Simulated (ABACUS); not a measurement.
## Run report: TiO$_{2}$, band-structure run (part 2 of 2)

Continued. System: TiO$_{2}$ (6 atoms in the cell). Method: Kohn-Sham DFT of a periodic cell, r2SCAN, SG15 ONCV 1.2 PBE, no spin polarisation (ABACUS 3.10.1); cutoff 1319.75 eV, 6×6×6 k-mesh, fermi-dirac of 0.05 eV. The structure derives from an entry of the Crystallography Open Database.

Geometry of the input (Å; fractional positions):
```
-1.8921  1.8921  4.7573
1.8921  -1.8921  4.7573
1.8921  1.8921  -4.7573
Ti 0.7500  0.2500  0.5000
Ti 0.0000  0.0000  0.0000
O  0.7919  0.7919  0.0000
O  0.5419  0.0419  0.5000
O  0.9581  0.4581  0.5000
O  0.2081  0.2081  0.0000
```

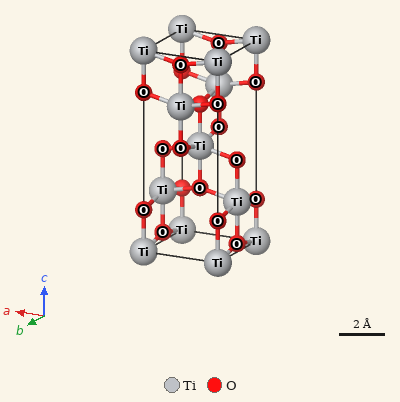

Fig. 1: The structure as given in the input (ball-and-stick view of the cell 2 times as large as that of the calculation, set on its symmetry axes, seen at an oblique angle). An atom can appear more than once, as a periodic image.

### Output, continued
```
----------------------------------------------------------

 PW ALGORITHM --------------- ION=   1  ELEC=   4--------------------------------

 Density error is 0.211723467057
                          Error Threshold = 0.00124169341758
----------------------------------------------------------
     Energy           Rydberg                 eV
----------------------------------------------------------
 E_KohnSham     -359.4557639878      -4890.6465691778
 E_Harris       -362.1492865275      -4927.2938234090
 E_Fermi        0.6604849445         8.9863586887
----------------------------------------------------------

 PW ALGORITHM --------------- ION=   1  ELEC=   5--------------------------------

 Density error is 0.000670337805499
                          Error Threshold = 0.000441090556368
----------------------------------------------------------
     Energy           Rydberg                 eV
----------------------------------------------------------
 E_KohnSham     -359.4889963359      -4891.0987184690
 E_Harris       -359.5959550093      -4892.5539658785
 E_Fermi        0.6458505215         8.7872471491
----------------------------------------------------------

 PW ALGORITHM --------------- ION=   1  ELEC=   6--------------------------------

 Density error is 0.000489776260982
                          Error Threshold = 1.39653709479e-06
----------------------------------------------------------
     Energy           Rydberg                 eV
----------------------------------------------------------
 E_KohnSham     -359.4894709483      -4891.1051759022
 E_Harris       -359.3873423143      -4889.7156445508
 E_Fermi        0.6452351171         8.7788741417
----------------------------------------------------------

 PW ALGORITHM --------------- ION=   1  ELEC=   7--------------------------------

 Density error is 1.4652843449e-05
                          Error Threshold = 1.02036721038e-06
----------------------------------------------------------
     Energy           Rydberg                 eV
----------------------------------------------------------
 E_KohnSham     -359.4895239043      -4891.1058964063
 E_Harris       -359.4549895557      -4890.6360324876
 E_Fermi        0.6456980418         8.7851725558
----------------------------------------------------------

 PW ALGORITHM --------------- ION=   1  ELEC=   8--------------------------------

 Density error is 7.25846079887e-07
                          Error Threshold = 3.05267571853e-08
----------------------------------------------------------
     Energy           Rydberg                 eV
----------------------------------------------------------
 E_KohnSham     -359.4895268006      -4891.1059358120
 E_Harris       -359.4876248307      -4891.0800581839
 E_Fermi        0.6458236214         8.7868811536
----------------------------------------------------------

 PW ALGORITHM --------------- ION=   1  ELEC=   9--------------------------------

 Density error is 5.88442829096e-08
                          Error Threshold = 1.5121793331e-09
----------------------------------------------------------
     Energy           Rydberg                 eV
----------------------------------------------------------
 E_KohnSham     -359.4895268456      -4891.1059364245
 E_Harris       -359.4863409356      -4891.0625898953
 E_Fermi        0.6458047682         8.7866246428
----------------------------------------------------------

 PW ALGORITHM --------------- ION=   1  ELEC=  10--------------------------------

 Density error is 1.29267439915e-08
                          Error Threshold = 1.22592256062e-10
----------------------------------------------------------
     Energy           Rydberg                 eV
----------------------------------------------------------
 E_KohnSham     -359.4895268546      -4891.1059365463
 E_Harris       -359.4898781813      -4891.1107165916
 E_Fermi        0.6458144993         8.7867570420
----------------------------------------------------------

 PW ALGORITHM --------------- ION=   1  ELEC=  11--------------------------------

 Density error is 2.43259396977e-09
                          Error Threshold = 2.6930716649e-11
----------------------------------------------------------
     Energy           Rydberg                 eV
----------------------------------------------------------
 E_KohnSham     -359.4895268540      -4891.1059365385
 E_KS(sigma->0) -359.4895268540      -4891.1059365385
 E_Harris       -359.4897407412      -4891.1088466227
 E_band         -37.1500821915       -505.4527989734
 E_one_elec     -157.1043096031      -2137.5137909585
 E_Hartree      98.7832055434        1344.0144620961
 E_xc           -56.9915536057       -775.4098669099
 E_Ewald        -244.1768691886      -3322.1967407661
 E_entropy(-TS) -0.0000000000        -0.0000000001
 E_descf        0.0000000000         0.0000000000
 E_exx          0.0000000000         0.0000000000
 E_Fermi        0.6458148650         8.7867620172
----------------------------------------------------------

 charge density convergence is achieved
 final etot is -4891.1059365 eV
 EFERMI = 8.7867620172 eV

 STATE ENERGY(eV) AND OCCUPATIONS    NSPIN == 1
 1/8 kpoint (Cartesian) = 0.0000 0.0000 0.0000 (7413 pws)
       1       -51.8960     0.00925926
       2       -51.8369     0.00925926
       3       -27.1399     0.00925926
       4       -26.8936     0.00925926
       5       -26.8936     0.00925926
       6       -26.8225     0.00925926
       7       -26.8225     0.00925926
       8       -26.7418     0.00925926
       9       -11.7799     0.00925926
      10       -10.7789     0.00925926
      11       -10.6319     0.00925926
      12       -10.2992     0.00925926
      13        3.05657     0.00925926
      14        3.18658     0.00925926
      15        3.18658     0.00925926
      16        3.56135     0.00925926
      17        4.97734     0.00925926
      18        4.97734     0.00925926
      19        4.99805     0.00925926
      20        6.30045     0.00925926
      21        6.32198     0.00925926
      22        6.32198     0.00925926
      23        6.62191     0.00925926
      24        6.62191     0.00925926
      25        9.76889    2.72847e-11
      26        10.5426    5.19364e-18
      27        11.6670    8.88704e-28
      28        11.6670    8.88704e-28
      29        11.7017    4.44704e-28
      30        11.7017    4.44704e-28
      31        12.7444    3.89817e-37
      32        13.0341    1.18757e-39
      33        13.0550    7.82587e-40
      34        14.0124    3.77494e-48
      35        15.2045    1.67152e-58

 2/8 kpoint (Cartesian) = 0.044043 0.0000 -0.017517 (7407 pws)
       1       -51.8925      0.0740741
       2       -51.8392      0.0740741
       3       -27.1333      0.0740741
       4       -26.9299      0.0740741
       5       -26.8960      0.0740741
       6       -26.8367      0.0740741
       7       -26.8185      0.0740741
       8       -26.7432      0.0740741
       9       -11.6365      0.0740741
      10       -10.7031      0.0740741
      11       -10.5871      0.0740741
      12       -10.2670      0.0740741
      13        2.77929      0.0740741
      14        3.05964      0.0740741
      15        3.21350      0.0740741
      16        3.54633      0.0740741
      17        4.81384      0.0740741
      18        4.95129      0.0740741
      19        5.15694      0.0740741
      20        5.73903      0.0740741
      21        6.09773      0.0740741
      22        6.30435      0.0740741
      23        6.36308      0.0740741
      24        6.62081      0.0740741
      25        10.3108    4.28236e-15
      26        10.6527    4.59453e-18
      27        11.1333    3.07785e-22
      28        11.3678    2.82351e-24
      29        11.6061    2.40603e-26
      30        11.8568    1.59762e-28
      31        13.0156    1.37626e-38
      32        13.3183    3.23064e-41
      33        13.6742    2.62023e-44
      34        14.3128    7.43316e-50
      35        15.7308    3.58458e-62

 3/8 kpoint (Cartesian) = 0.088086 0.0000 -0.035034 (7423 pws)
       1       -51.8843      0.0740741
       2       -51.8452      0.0740741
       3       -27.1209      0.0740741
       4       -26.9986      0.0740741
       5       -26.9000      0.0740741
       6       -26.8574      0.0740741
       7       -26.8112      0.0740741
       8       -26.7559      0.0740741
       9       -11.3590      0.0740741
      10       -10.5911      0.0740741
      11       -10.4408      0.0740741
      12       -10.1917      0.0740741
      13        2.34498      0.0740741
      14        3.13030      0.0740741
      15        3.27903      0.0740741
      16        3.44236      0.0740741
      17        3.93413      0.0740741
      18        4.91170      0.0740741
      19        5.15854      0.0740741
      20        5.16986      0.0740741
      21        5.45768      0.0740741
      22        6.21856      0.0740741
      23        6.25045      0.0740741
      24        6.48429      0.0740741
      25        10.7742    4.04194e-19
      26        11.0599    1.33504e-21
      27        11.2088    6.79303e-23
      28        11.2932    1.25533e-23
      29        11.6006    2.68591e-26
      30        12.1163    8.90570e-31
      31        13.0725    4.40634e-39
      32        13.6998    1.56863e-44
      33        14.1882    8.98314e-49
      34        14.7448    1.31468e-53
      35        17.0788    7.00737e-74

 4/8 kpoint (Cartesian) = 0.13213 0.26426 0.052551 (7416 pws)
       1       -51.8789      0.0370370
       2       -51.8494      0.0370370
       3       -27.1136      0.0370370
       4       -27.0347      0.0370370
       5       -26.9018      0.0370370
       6       -26.8620      0.0370370
       7       -26.8078      0.0370370
       8       -26.7669      0.0370370
       9       -11.2335      0.0370370
      10       -10.5556      0.0370370
      11       -10.2813      0.0370370
      12       -10.1967      0.0370370
      13        2.51559      0.0370370
      14        2.72069      0.0370370
      15        3.32031      0.0370370
      16        3.33117      0.0370370
      17        3.58748      0.0370370
      18        4.92703      0.0370370
      19        4.98946      0.0370370
      20        5.07673      0.0370370
      21        5.13838      0.0370370
      22        6.12886      0.0370370
      23        6.21379      0.0370370
      24        6.42905      0.0370370
      25        10.9223    1.04595e-20
      26        11.2261    2.40570e-23
      27        11.2332    2.08699e-23
      28        11.3557    1.79858e-24
      29        11.9773    7.18079e-30
      30        12.1572    1.96685e-31
      31        13.1607    3.77919e-40
      32        13.8093    8.77711e-46
      33        14.3623    1.38177e-50
      34        14.7405    7.16799e-54
      35        18.4641    3.25219e-86

 5/8 kpoint (Cartesian) = 0.044043 0.044043 -0.035034 (7416 pws)
       1       -51.8874      0.0740741
       2       -51.8431      0.0740741
       3       -27.1173      0.0740741
       4       -26.9530      0.0740741
       5       -26.9173      0.0740741
       6       -26.8467      0.0740741
       7       -26.8147      0.0740741
       8       -26.7525      0.0740741
       9       -11.4506      0.0740741
      10       -10.6089      0.0740741
      11       -10.5803      0.0740741
      12       -10.2594      0.0740741
      13        2.69383      0.0740741
      14        2.88458      0.0740741
      15        3.12944      0.0740741
      16        3.54109      0.0740741
      17        4.45351      0.0740741
      18        5.00730      0.0740741
      19        5.34255      0.0740741
      20        5.50996      0.0740741
      21        5.59132      0.0740741
      22        6.03571      0.0740741
      23        6.40858      0.0740741
      24        6.77542      0.0740741
      25        10.6238    8.18767e-18
      26        10.6791    2.71119e-18
      27        10.9832    6.19288e-21
      28        11.3500    4.03487e-24
      29        11.4203    9.89097e-25
      30        11.6778    5.73357e-27
      31        13.2344    1.73074e-40
      32        13.9271    1.66491e-46
      33        14.0199    2.60028e-47
      34        14.5700    4.33986e-52
      35        16.2172    2.13811e-66

 6/8 kpoint (Cartesian) = 0.17617 0.22021 0.052551 (7419 pws)
       1       -51.8789       0.148148
       2       -51.8494       0.148148
       3       -27.1053       0.148148
       4       -27.0160       0.148148
       5       -26.9256       0.148148
       6       -26.8727       0.148148
       7       -26.8051       0.148148
       8       -26.7627       0.148148
       9       -11.1468       0.148148
      10       -10.4960       0.148148
      11       -10.4447       0.148148
      12       -10.1950       0.148148
      13        2.31776       0.148148
      14        2.83314       0.148148
      15        3.29136       0.148148
      16        3.43849       0.148148
      17        3.91621       0.148148
      18        4.25440       0.148148
      19        4.80004       0.148148
      20        5.25515       0.148148
      21        5.54349       0.148148
      22        5.95854       0.148148
      23        6.42797       0.148148
      24        6.69650       0.148148
      25        10.6963    3.84090e-18
      26        10.9134    4.99654e-20
      27        11.2247    9.88572e-23
      28        11.3241    1.35513e-23
      29        11.6679    1.39660e-26
      30        11.9403    6.01462e-29
      31        13.4015    1.22281e-41
      32        14.2235    8.86956e-49
      33        14.4862    4.63770e-51
      34        14.9590    3.62178e-55
      35        17.5228    1.95356e-77

[... levels at 2 further k points ...]

------------------------------------------------------------------------------------------
 TOTAL-FORCE (eV/Angstrom)
------------------------------------------------------------------------------------------
                       Ti1         0.0000000000         0.0000000000         0.0000000000
                       Ti2         0.0000000000         0.0000000000         0.0000000000
                        O1         0.0000000000         0.0000000000        -0.0041486617
                        O2         0.0000000000         0.0000000000        -0.0041486617
                        O3         0.0000000000         0.0000000000         0.0041486617
                        O4         0.0000000000         0.0000000000         0.0041486617
------------------------------------------------------------------------------------------

----------------------------------------------------------------
 TOTAL-STRESS (KBAR)
----------------------------------------------------------------
         0.3384663492         0.0000000000         0.0000000000
         0.0000000000         0.3384663492         0.0000000000
         0.0000000000         0.0000000000         8.0434519915
----------------------------------------------------------------
 TOTAL-PRESSURE: 2.906795 KBAR

 --------------------------------------------
 !FINAL_ETOT_IS -4891.1059365385008277 eV
 --------------------------------------------
```

### Standard output
```
ABACUS v3.10.1

1,Total thread number: 4,Local thread limit: 192
               Atomic-orbital Based Ab-initio Computation at UStc

 dft_functional readin is: MGGA_X_R2SCAN+MGGA_C_R2SCAN
 dft_functional in pseudopot file is: PBE
 Please make sure this is what you need
 dft_functional readin is: MGGA_X_R2SCAN+MGGA_C_R2SCAN
 dft_functional in pseudopot file is: PBE
 Please make sure this is what you need

%%%%%%%%%%%%%%%%%%%%%%%%%%%%%%%%%%%%%%%%%%%%%%%%%%%%%%%%%%%%%%%%%%%%%%%%%%%%%%%%%%%%%%%%%%%%%%%%%%%%%%%%%
 Warning: the number of valence electrons in pseudopotential > 4 for Ti: [Ar] 3d2 4s2
 Pseudopotentials with additional electrons can yield (more) accurate outcomes, but may be less efficient.
 If you're confident that your chosen pseudopotential is appropriate, you can safely ignore this warning.
%%%%%%%%%%%%%%%%%%%%%%%%%%%%%%%%%%%%%%%%%%%%%%%%%%%%%%%%%%%%%%%%%%%%%%%%%%%%%%%%%%%%%%%%%%%%%%%%%%%%%%%%%

 UNIFORM GRID DIM        : 72 * 72 * 72
 UNIFORM GRID DIM(BIG)   : 72 * 72 * 72
func,idMGGA_X_R2SCAN 497
func,idMGGA_C_R2SCAN 498
 ---------------------------------------------------------
 Self-consistent calculations for electrons
 ---------------------------------------------------------
 SPIN    KPOINTS         PROCESSORS  THREADS
 1       30              4           4
 ---------------------------------------------------------
 Use plane wave basis
 ---------------------------------------------------------
 ELEMENT NATOM       XC
 Ti      2
 O       4
 ---------------------------------------------------------
 Initial plane wave basis and FFT box
 ---------------------------------------------------------
 -------------------------------------------
 SELF-CONSISTENT :
 -------------------------------------------
 START CHARGE      : atomic
 ITER       ETOT/eV          EDIFF/eV         DRHO         DKIN     TIME/s
 DA1     -4.87416775e+03   0.00000000e+00   2.8552e+00   5.1057e-01  48.76
 DA2     -4.85639240e+03   1.77753497e+01   1.1116e+01   1.3110e+00  21.53
 DA3     -4.89144856e+03  -3.50561555e+01   5.9601e-01   3.3614e-01  19.76
 DA4     -4.89064657e+03   8.01986240e-01   2.1172e-01   1.5793e-01  16.81
 DA5     -4.89109872e+03  -4.52149291e-01   6.7034e-04   4.2813e-03  17.48
 DA6     -4.89110518e+03  -6.45743322e-03   4.8978e-04   8.3478e-03  25.97
 DA7     -4.89110590e+03  -7.20504145e-04   1.4653e-05   1.1825e-03  17.26
 DA8     -4.89110594e+03  -3.94056522e-05   7.2585e-07   1.2846e-04  19.59
 DA9     -4.89110594e+03  -6.12532224e-07   5.8844e-08   1.1546e-04  18.72
 DA10    -4.89110594e+03  -1.21812710e-07   1.2927e-08   3.1989e-05  20.96
 DA11    -4.89110594e+03   7.83757875e-09   2.4326e-09   3.1841e-05  16.61
----------------------------------------------------------------
 TOTAL-STRESS (KBAR)
----------------------------------------------------------------
         0.3384663492         0.0000000000         0.0000000000
         0.0000000000         0.3384663492         0.0000000000
         0.0000000000         0.0000000000         8.0434519915
----------------------------------------------------------------
 TOTAL-PRESSURE: 2.906795 KBAR
```

### Summary

```csv
quantity,value
outcome,converged
space group (tolerance 0.01 Å),I4₁/amd (141)
electrons treated,48
free energy,−4891.1059 eV
Fermi energy,8.787 eV
gap on the k-point mesh,2.70 eV
pressure,0.29 GPa
largest force (length of the vector),0.004 eV/Å
hardware,"4 threads of Intel Xeon (Granite Rapids), 32 GiB of memory available, shared host"
wall time,4.2 min (CPU time 17 min)
peak memory,1 GiB
```
